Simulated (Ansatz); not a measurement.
Geometry relaxation of Al2As2H (part 3 of 4)

Al2As2H (slab, 10 atoms in the cell); DFT PBEsol, scalar-relativistic, plane waves, PAW, no spin polarisation (Ansatz 0.2.0); cutoff 420 eV, 7×5×1 k-mesh, Gaussian smearing of 0.05 eV. The structure derives from an entry of the Crystallography Open Database. The input holds or restrains some coordinates. Forces given for the steps count only the free coordinates. It belongs to a series of runs on one base structure; here: H2 put at a hollow Al-As-Al site.

Geometry of the input (Å; fractional positions):
```
4.0125  0.0000  0.0000
0.0000  5.6746  0.0000
0.0000  0.0000  25.0188
Al 0.5000  0.5000  0.3397
As 0.0000  0.2500  0.3397
Al 0.0000  0.0000  0.4199
As 0.5000  0.7500  0.4199
Al 0.5000  0.5024  0.5037
As 0.0000  0.2549  0.5004
Al 0.0000  -0.0744  0.5609
As 0.5000  0.7192  0.5886
H  0.5000  0.1902  0.5734
H  0.4885  0.3221  0.5734
```

## Trajectory as extended XYZ, continued
```
10
Lattice="4.0125 0.0000 0.0000 0.0000 5.6746 0.0000 0.0000 0.0000 25.0188" Properties=species:S:1:pos:R:3:forces:R:3 step=12 energy=-21381.97761
Al    2.0063    2.8373    8.5000    0.0008  -1.0975   1.3806
As    0.0000    1.4186    8.5000    0.0010   0.3741  -1.1867
Al    0.0000    0.0000   10.5063    0.0030   0.3930   0.0195
As    2.0063    4.2559   10.5063    0.0043   0.3359  -0.2879
Al    2.0135    2.8458   12.5872   -0.0001   0.0120   0.0020
As    0.0070    1.4524   12.5074    0.0001  -0.0096  -0.0061
Al    0.0114   -0.4090   14.0192   -0.0003  -0.0060   0.0014
As    2.0175    4.0940   14.6887   -0.0003  -0.0056   0.0037
H     1.9276    0.9662   16.3475   -0.0045   0.0194   0.0355
H     1.9326    1.7001   16.1280   -0.0039  -0.0158   0.0380
10
Lattice="4.0125 0.0000 0.0000 0.0000 5.6746 0.0000 0.0000 0.0000 25.0188" Properties=species:S:1:pos:R:3:forces:R:3 step=13 energy=-21381.98875
Al    2.0063    2.8373    8.5000    0.0008  -1.0995   1.3818
As    0.0000    1.4186    8.5000    0.0010   0.3751  -1.1870
Al    0.0000    0.0000   10.5063    0.0032   0.3979   0.0277
As    2.0063    4.2559   10.5063    0.0046   0.3285  -0.2706
Al    2.0141    2.8469   12.5921   -0.0006   0.0086   0.0007
As    0.0076    1.4500   12.5105   -0.0001  -0.0109  -0.0013
Al    0.0119   -0.4107   14.0280   -0.0007  -0.0062  -0.0006
As    2.0179    4.0899   14.6998   -0.0005   0.0028  -0.0009
H     1.9031    0.9700   16.5413   -0.0040   0.0339   0.0169
H     1.9113    1.6904   16.2831   -0.0038  -0.0302   0.0332
10
Lattice="4.0125 0.0000 0.0000 0.0000 5.6746 0.0000 0.0000 0.0000 25.0188" Properties=species:S:1:pos:R:3:forces:R:3 step=14 energy=-21381.99599
Al    2.0063    2.8373    8.5000    0.0009  -1.1013   1.3830
As    0.0000    1.4186    8.5000    0.0010   0.3758  -1.1871
Al    0.0000    0.0000   10.5063    0.0032   0.4014   0.0342
As    2.0063    4.2559   10.5063    0.0047   0.3210  -0.2552
Al    2.0141    2.8475   12.5964   -0.0009   0.0016  -0.0025
As    0.0077    1.4471   12.5135   -0.0004  -0.0085   0.0034
Al    0.0117   -0.4134   14.0355   -0.0012  -0.0071  -0.0015
As    2.0177    4.0850   14.7099   -0.0004   0.0129  -0.0047
H     1.8727    0.9749   16.7336   -0.0033   0.0427   0.0010
H     1.8854    1.6799   16.4378   -0.0035  -0.0384   0.0294
10
Lattice="4.0125 0.0000 0.0000 0.0000 5.6746 0.0000 0.0000 0.0000 25.0188" Properties=species:S:1:pos:R:3:forces:R:3 step=15 energy=-21382.00006
Al    2.0063    2.8373    8.5000    0.0008  -1.1029   1.3837
As    0.0000    1.4186    8.5000    0.0008   0.3764  -1.1874
Al    0.0000    0.0000   10.5063    0.0029   0.4044   0.0389
As    2.0063    4.2559   10.5063    0.0042   0.3167  -0.2457
Al    2.0134    2.8484   12.5992   -0.0009  -0.0049  -0.0008
As    0.0069    1.4449   12.5158   -0.0006   0.0001   0.0052
Al    0.0103   -0.4150   14.0408   -0.0012  -0.0065  -0.0023
As    2.0163    4.0830   14.7171   -0.0003   0.0119  -0.0059
H     1.8336    0.9855   16.9231   -0.0021   0.0570  -0.0171
H     1.8525    1.6733   16.5902   -0.0036  -0.0522   0.0314
10
Lattice="4.0125 0.0000 0.0000 0.0000 5.6746 0.0000 0.0000 0.0000 25.0188" Properties=species:S:1:pos:R:3:forces:R:3 step=16 energy=-21382.00195
Al    2.0063    2.8373    8.5000    0.0004  -1.1031   1.3837
As    0.0000    1.4186    8.5000    0.0006   0.3766  -1.1878
Al    0.0000    0.0000   10.5063    0.0018   0.4086   0.0418
As    2.0063    4.2559   10.5063    0.0025   0.3145  -0.2413
Al    2.0105    2.8481   12.6002   -0.0004   0.0048  -0.0006
As    0.0040    1.4451   12.5169   -0.0002  -0.0013  -0.0013
Al    0.0062   -0.4156   14.0405    0.0000   0.0027  -0.0038
As    2.0123    4.0856   14.7179   -0.0001  -0.0050   0.0072
H     1.7720    1.0209   17.1031   -0.0028   0.0105  -0.0008
H     1.8013    1.6906   16.7406   -0.0019  -0.0081   0.0030
10
Lattice="4.0125 0.0000 0.0000 0.0000 5.6746 0.0000 0.0000 0.0000 25.0188" Properties=species:S:1:pos:R:3:forces:R:3 step=17 energy=-21382.00195
Al    2.0063    2.8373    8.5000    0.0004  -1.1032   1.3837
As    0.0000    1.4186    8.5000    0.0006   0.3765  -1.1878
Al    0.0000    0.0000   10.5063    0.0018   0.4086   0.0418
As    2.0063    4.2559   10.5063    0.0025   0.3145  -0.2413
Al    2.0105    2.8481   12.6002   -0.0004   0.0048  -0.0006
As    0.0040    1.4451   12.5169   -0.0002  -0.0013  -0.0014
Al    0.0062   -0.4156   14.0405    0.0000   0.0027  -0.0038
As    2.0123    4.0856   14.7179   -0.0001  -0.0050   0.0072
H     1.7720    1.0209   17.1031   -0.0028   0.0105  -0.0008
H     1.8013    1.6906   16.7406   -0.0019  -0.0081   0.0029
10
Lattice="4.0125 0.0000 0.0000 0.0000 5.6746 0.0000 0.0000 0.0000 25.0188" Properties=species:S:1:pos:R:3:forces:R:3 step=18 energy=-21382.00226
Al    2.0063    2.8373    8.5000    0.0003  -1.1049   1.3835
As    0.0000    1.4186    8.5000    0.0005   0.3777  -1.1882
Al    0.0000    0.0000   10.5063    0.0015   0.4143   0.0486
As    2.0063    4.2559   10.5063    0.0018   0.3145  -0.2348
Al    2.0094    2.8505   12.6028    0.0002  -0.0039   0.0040
As    0.0030    1.4454   12.5181   -0.0001  -0.0051  -0.0016
Al    0.0050   -0.4159   14.0429    0.0002  -0.0039   0.0043
As    2.0111    4.0837   14.7248    0.0002   0.0094  -0.0146
H     1.7212    1.0484   17.1829   -0.0013   0.0361  -0.0202
H     1.7604    1.7011   16.7900   -0.0034  -0.0343   0.0189
10
Lattice="4.0125 0.0000 0.0000 0.0000 5.6746 0.0000 0.0000 0.0000 25.0188" Properties=species:S:1:pos:R:3:forces:R:3 step=19 energy=-21382.00252
Al    2.0063    2.8373    8.5000    0.0003  -1.1044   1.3835
As    0.0000    1.4186    8.5000    0.0005   0.3773  -1.1883
Al    0.0000    0.0000   10.5063    0.0015   0.4089   0.0401
As    2.0063    4.2559   10.5063    0.0018   0.3140  -0.2368
Al    2.0093    2.8498   12.6021    0.0003  -0.0033  -0.0020
As    0.0029    1.4448   12.5166    0.0001   0.0074   0.0047
Al    0.0051   -0.4156   14.0413    0.0004  -0.0016   0.0015
As    2.0112    4.0854   14.7218    0.0000   0.0005   0.0007
H     1.6655    1.0760   17.2246   -0.0006   0.0342  -0.0230
H     1.7171    1.7146   16.8106   -0.0041  -0.0332   0.0196
10
Lattice="4.0125 0.0000 0.0000 0.0000 5.6746 0.0000 0.0000 0.0000 25.0188" Properties=species:S:1:pos:R:3:forces:R:3 step=20 energy=-21382.00299
Al    2.0063    2.8373    8.5000    0.0003  -1.1040   1.3835
As    0.0000    1.4186    8.5000    0.0006   0.3773  -1.1885
Al    0.0000    0.0000   10.5063    0.0018   0.4092   0.0400
As    2.0063    4.2559   10.5063    0.0023   0.3142  -0.2383
Al    2.0100    2.8495   12.6017    0.0003  -0.0012  -0.0048
As    0.0036    1.4451   12.5166    0.0002   0.0068   0.0030
Al    0.0064   -0.4154   14.0406    0.0005   0.0033  -0.0008
As    2.0124    4.0865   14.7200    0.0000  -0.0049   0.0107
H     1.5632    1.1161   17.2475    0.0005   0.0374  -0.0293
H     1.6364    1.7387   16.8126   -0.0063  -0.0383   0.0244
10
Lattice="4.0125 0.0000 0.0000 0.0000 5.6746 0.0000 0.0000 0.0000 25.0188" Properties=species:S:1:pos:R:3:forces:R:3 step=21 energy=-21382.00415
Al    2.0063    2.8373    8.5000    0.0005  -1.1041   1.3833
As    0.0000    1.4186    8.5000    0.0009   0.3774  -1.1882
Al    0.0000    0.0000   10.5063    0.0027   0.4120   0.0432
As    2.0063    4.2559   10.5063    0.0034   0.3159  -0.2385
Al    2.0119    2.8501   12.6019    0.0002   0.0027  -0.0034
As    0.0055    1.4462   12.5170    0.0001   0.0031  -0.0011
Al    0.0095   -0.4138   14.0414    0.0005   0.0053  -0.0009
As    2.0154    4.0884   14.7197   -0.0001  -0.0087   0.0128
H     1.3732    1.1645   17.2403    0.0081   0.0733  -0.0618
H     1.4832    1.7688   16.7849   -0.0162  -0.0769   0.0546
10
Lattice="4.0125 0.0000 0.0000 0.0000 5.6746 0.0000 0.0000 0.0000 25.0188" Properties=species:S:1:pos:R:3:forces:R:3 step=22 energy=-21382.00538
Al    2.0063    2.8373    8.5000    0.0007  -1.1041   1.3832
As    0.0000    1.4186    8.5000    0.0012   0.3774  -1.1880
Al    0.0000    0.0000   10.5063    0.0034   0.4124   0.0429
As    2.0063    4.2559   10.5063    0.0045   0.3170  -0.2392
Al    2.0137    2.8504   12.6017    0.0001   0.0036  -0.0051
As    0.0072    1.4466   12.5168    0.0001   0.0038  -0.0013
Al    0.0123   -0.4125   14.0418    0.0006   0.0088  -0.0009
As    2.0182    4.0898   14.7187   -0.0002  -0.0131   0.0192
H     1.1832    1.1989   17.2139    0.0333   0.1556  -0.1352
H     1.3321    1.7876   16.7432   -0.0435  -0.1614   0.1246
10
Lattice="4.0125 0.0000 0.0000 0.0000 5.6746 0.0000 0.0000 0.0000 25.0188" Properties=species:S:1:pos:R:3:forces:R:3 step=23 energy=-21382.00850
Al    2.0063    2.8373    8.5000    0.0008  -1.1043   1.3833
As    0.0000    1.4186    8.5000    0.0014   0.3779  -1.1878
Al    0.0000    0.0000   10.5063    0.0043   0.4141   0.0469
As    2.0063    4.2559   10.5063    0.0054   0.3177  -0.2376
Al    2.0152    2.8512   12.6026    0.0004   0.0017  -0.0029
As    0.0087    1.4467   12.5174    0.0000   0.0026  -0.0024
Al    0.0148   -0.4107   14.0452    0.0013   0.0068   0.0023
As    2.0206    4.0893   14.7209    0.0001  -0.0082   0.0117
H     1.0138    1.1882   17.1247    0.0365   0.1504  -0.1289
H     1.1874    1.7805   16.6668   -0.0497  -0.1587   0.1149
10
Lattice="4.0125 0.0000 0.0000 0.0000 5.6746 0.0000 0.0000 0.0000 25.0188" Properties=species:S:1:pos:R:3:forces:R:3 step=24 energy=-21382.01267
Al    2.0063    2.8373    8.5000    0.0011  -1.1045   1.3835
As    0.0000    1.4186    8.5000    0.0018   0.3783  -1.1875
Al    0.0000    0.0000   10.5063    0.0053   0.4146   0.0480
As    2.0063    4.2559   10.5063    0.0067   0.3195  -0.2378
Al    2.0174    2.8519   12.6031    0.0007   0.0012  -0.0027
As    0.0108    1.4472   12.5173   -0.0001   0.0032  -0.0018
Al    0.0184   -0.4078   14.0483    0.0021   0.0079   0.0046
As    2.0241    4.0903   14.7214   -0.0006  -0.0095   0.0127
H     0.8492    1.1681   17.0273    0.0395   0.1472  -0.1257
H     1.0437    1.7638   16.5820   -0.0553  -0.1577   0.1062
10
Lattice="4.0125 0.0000 0.0000 0.0000 5.6746 0.0000 0.0000 0.0000 25.0188" Properties=species:S:1:pos:R:3:forces:R:3 step=25 energy=-21382.01831
Al    2.0063    2.8373    8.5000    0.0013  -1.1060   1.3830
As    0.0000    1.4186    8.5000    0.0021   0.3774  -1.1852
Al    0.0000    0.0000   10.5063    0.0064   0.4161   0.0494
As    2.0063    4.2559   10.5063    0.0081   0.3197  -0.2311
Al    2.0197    2.8524   12.6039    0.0010   0.0032  -0.0051
As    0.0130    1.4473   12.5177   -0.0002   0.0021  -0.0013
Al    0.0221   -0.4047   14.0528    0.0027   0.0111   0.0064
As    2.0275    4.0907   14.7226   -0.0011  -0.0106   0.0118
H     0.6943    1.1408   16.9156    0.0399   0.1397  -0.1198
H     0.9053    1.7408   16.4834   -0.0584  -0.1532   0.0943
10
Lattice="4.0125 0.0000 0.0000 0.0000 5.6746 0.0000 0.0000 0.0000 25.0188" Properties=species:S:1:pos:R:3:forces:R:3 step=26 energy=-21382.02569
Al    2.0063    2.8373    8.5000    0.0016  -1.1068   1.3826
As    0.0000    1.4186    8.5000    0.0023   0.3781  -1.1848
Al    0.0000    0.0000   10.5063    0.0076   0.4187   0.0533
As    2.0063    4.2559   10.5063    0.0095   0.3223  -0.2304
Al    2.0220    2.8535   12.6044    0.0013   0.0023  -0.0039
As    0.0153    1.4479   12.5180   -0.0003   0.0011  -0.0041
Al    0.0258   -0.4002   14.0582    0.0032   0.0138   0.0108
As    2.0310    4.0918   14.7236   -0.0017  -0.0119   0.0115
H     0.5491    1.1050   16.7929    0.0349   0.1235  -0.1101
H     0.7705    1.7101   16.3732   -0.0579  -0.1413   0.0758
10
Lattice="4.0125 0.0000 0.0000 0.0000 5.6746 0.0000 0.0000 0.0000 25.0188" Properties=species:S:1:pos:R:3:forces:R:3 step=27 energy=-21382.03489
Al    2.0063    2.8373    8.5000    0.0020  -1.1084   1.3820
As    0.0000    1.4186    8.5000    0.0025   0.3787  -1.1839
Al    0.0000    0.0000   10.5063    0.0087   0.4222   0.0571
As    2.0063    4.2559   10.5063    0.0108   0.3245  -0.2268
Al    2.0243    2.8547   12.6053    0.0015   0.0025  -0.0045
As    0.0174    1.4485   12.5183   -0.0004  -0.0009  -0.0077
Al    0.0292   -0.3944   14.0653    0.0034   0.0185   0.0150
As    2.0342    4.0931   14.7251   -0.0024  -0.0137   0.0108
H     0.4124    1.0626   16.6624    0.0263   0.0968  -0.0931
H     0.6380    1.6739   16.2541   -0.0514  -0.1202   0.0519
10
Lattice="4.0125 0.0000 0.0000 0.0000 5.6746 0.0000 0.0000 0.0000 25.0188" Properties=species:S:1:pos:R:3:forces:R:3 step=28 energy=-21382.04591
Al    2.0063    2.8373    8.5000    0.0023  -1.1109   1.3807
As    0.0000    1.4186    8.5000    0.0026   0.3794  -1.1830
Al    0.0000    0.0000   10.5063    0.0096   0.4267   0.0601
As    2.0063    4.2559   10.5063    0.0120   0.3278  -0.2221
Al    2.0263    2.8563   12.6064    0.0014   0.0033  -0.0055
As    0.0193    1.4493   12.5182   -0.0003  -0.0035  -0.0124
Al    0.0321   -0.3865   14.0742    0.0027   0.0237   0.0188
As    2.0368    4.0953   14.7267   -0.0028  -0.0166   0.0098
H     0.2857    1.0094   16.5256    0.0179   0.0708  -0.0768
H     0.5076    1.6270   16.1241   -0.0442  -0.1006   0.0315
10
Lattice="4.0125 0.0000 0.0000 0.0000 5.6746 0.0000 0.0000 0.0000 25.0188" Properties=species:S:1:pos:R:3:forces:R:3 step=29 energy=-21382.05775
Al    2.0063    2.8373    8.5000    0.0027  -1.1141   1.3788
As    0.0000    1.4186    8.5000    0.0025   0.3807  -1.1828
Al    0.0000    0.0000   10.5063    0.0101   0.4317   0.0619
As    2.0063    4.2559   10.5063    0.0128   0.3323  -0.2178
Al    2.0278    2.8581   12.6073    0.0008   0.0042  -0.0057
As    0.0207    1.4504   12.5175    0.0001  -0.0066  -0.0182
Al    0.0339   -0.3767   14.0846    0.0002   0.0265   0.0206
As    2.0383    4.0979   14.7281   -0.0024  -0.0198   0.0074
H     0.1714    0.9454   16.3929    0.0090   0.0425  -0.0569
H     0.3810    1.5677   15.9908   -0.0357  -0.0775   0.0130
10
Lattice="4.0125 0.0000 0.0000 0.0000 5.6746 0.0000 0.0000 0.0000 25.0188" Properties=species:S:1:pos:R:3:forces:R:3 step=30 energy=-21382.06812
Al    2.0063    2.8373    8.5000    0.0029  -1.1176   1.3764
As    0.0000    1.4186    8.5000    0.0021   0.3813  -1.1820
Al    0.0000    0.0000   10.5063    0.0100   0.4342   0.0585
As    2.0063    4.2559   10.5063    0.0130   0.3364  -0.2151
Al    2.0282    2.8591   12.6071   -0.0013   0.0054  -0.0040
As    0.0210    1.4508   12.5159    0.0011  -0.0079  -0.0224
Al    0.0336   -0.3681   14.0935   -0.0053   0.0223   0.0207
As    2.0377    4.0992   14.7285   -0.0014  -0.0216   0.0015
H     0.0668    0.8779   16.2814    0.0057   0.0240  -0.0409
H     0.2543    1.4992   15.8646   -0.0265  -0.0566   0.0074
10
Lattice="4.0125 0.0000 0.0000 0.0000 5.6746 0.0000 0.0000 0.0000 25.0188" Properties=species:S:1:pos:R:3:forces:R:3 step=31 energy=-21382.07479
Al    2.0063    2.8373    8.5000    0.0023  -1.1204   1.3746
As    0.0000    1.4186    8.5000    0.0012   0.3804  -1.1786
Al    0.0000    0.0000   10.5063    0.0071   0.4243   0.0458
As    2.0063    4.2559   10.5063    0.0091   0.3411  -0.2154
Al    2.0223    2.8586   12.6054   -0.0017   0.0113   0.0045
As    0.0152    1.4487   12.5127    0.0000  -0.0004  -0.0038
Al    0.0209   -0.3547   14.1117   -0.0057  -0.0270  -0.0088
As    2.0254    4.0965   14.7284    0.0059  -0.0127  -0.0134
H     0.0024    0.7643   16.1709   -0.0057  -0.0096   0.0026
H     0.1582    1.3845   15.7369   -0.0122   0.0132  -0.0074
10
Lattice="4.0125 0.0000 0.0000 0.0000 5.6746 0.0000 0.0000 0.0000 25.0188" Properties=species:S:1:pos:R:3:forces:R:3 step=32 energy=-21382.07479
Al    2.0063    2.8373    8.5000    0.0023  -1.1204   1.3746
As    0.0000    1.4186    8.5000    0.0012   0.3803  -1.1785
Al    0.0000    0.0000   10.5063    0.0071   0.4243   0.0457
As    2.0063    4.2559   10.5063    0.0091   0.3410  -0.2152
Al    2.0223    2.8586   12.6054   -0.0017   0.0114   0.0044
As    0.0152    1.4487   12.5127    0.0000  -0.0003  -0.0037
Al    0.0209   -0.3547   14.1117   -0.0058  -0.0269  -0.0089
As    2.0254    4.0965   14.7284    0.0059  -0.0128  -0.0133
H     0.0024    0.7643   16.1709   -0.0058  -0.0094   0.0023
H     0.1582    1.3845   15.7369   -0.0123   0.0129  -0.0074
10
Lattice="4.0125 0.0000 0.0000 0.0000 5.6746 0.0000 0.0000 0.0000 25.0188" Properties=species:S:1:pos:R:3:forces:R:3 step=33 energy=-21382.07482
Al    2.0063    2.8373    8.5000    0.0017  -1.1212   1.3758
As    0.0000    1.4186    8.5000    0.0001   0.3773  -1.1789
Al    0.0000    0.0000   10.5063    0.0032   0.4133   0.0327
As    2.0063    4.2559   10.5063    0.0059   0.3258  -0.2266
Al    2.0170    2.8476   12.5971   -0.0112  -0.0090  -0.0069
As    0.0101    1.4371   12.5149    0.0010  -0.0019  -0.0140
Al    0.0115   -0.3787   14.1028   -0.0148   0.0084  -0.0023
As    2.0169    4.0733   14.7222   -0.0046   0.0229   0.0111
H    -0.1563    0.7692   16.1271    0.0171   0.0341  -0.0133
H    -0.0311    1.4028   15.6988    0.0017  -0.0497   0.0223
10
Lattice="4.0125 0.0000 0.0000 0.0000 5.6746 0.0000 0.0000 0.0000 25.0188" Properties=species:S:1:pos:R:3:forces:R:3 step=34 energy=-21382.07619
Al    2.0063    2.8373    8.5000    0.0004  -1.1205   1.3753
As    0.0000    1.4186    8.5000   -0.0001   0.3779  -1.1794
Al    0.0000    0.0000   10.5063    0.0009   0.4093   0.0260
As    2.0063    4.2559   10.5063    0.0008   0.3310  -0.2303
Al    2.0084    2.8498   12.5975   -0.0021  -0.0054   0.0037
As    0.0019    1.4400   12.5120   -0.0006   0.0014   0.0045
Al    0.0000   -0.3758   14.0992   -0.0038   0.0019   0.0069
As    2.0055    4.0790   14.7214    0.0035   0.0027  -0.0032
H    -0.0769    0.7430   16.1570    0.0071   0.0237  -0.0239
H     0.0411    1.3680   15.7154   -0.0071  -0.0215   0.0198
10
Lattice="4.0125 0.0000 0.0000 0.0000 5.6746 0.0000 0.0000 0.0000 25.0188" Properties=species:S:1:pos:R:3:forces:R:3 step=35 energy=-21382.07619
Al    2.0063    2.8373    8.5000    0.0004  -1.1206   1.3753
As    0.0000    1.4186    8.5000   -0.0001   0.3778  -1.1792
Al    0.0000    0.0000   10.5063    0.0009   0.4094   0.0259
As    2.0063    4.2559   10.5063    0.0008   0.3310  -0.2300
Al    2.0084    2.8498   12.5975   -0.0021  -0.0053   0.0036
As    0.0019    1.4400   12.5120   -0.0006   0.0014   0.0045
Al    0.0000   -0.3758   14.0992   -0.0038   0.0020   0.0068
As    2.0055    4.0790   14.7214    0.0034   0.0028  -0.0031
H    -0.0769    0.7430   16.1570    0.0078   0.0235  -0.0238
H     0.0411    1.3680   15.7154   -0.0067  -0.0219   0.0201
```

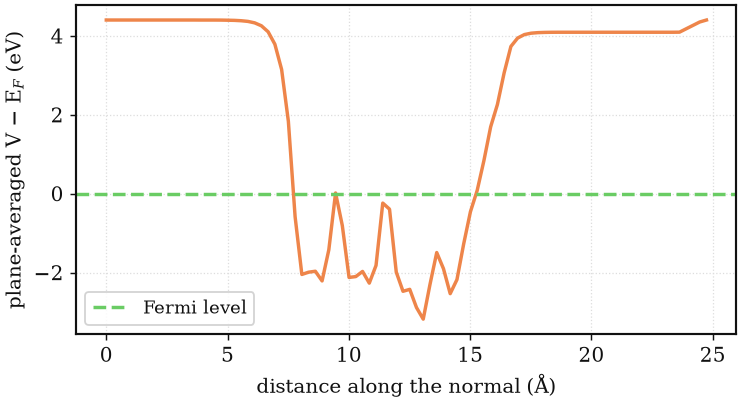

*Plane average of the electrostatic potential energy of an electron across the cell, from the Fermi level.*

The vacuum level lies 4.09 eV above the Fermi level on the upper side and 4.40 eV on the lower.
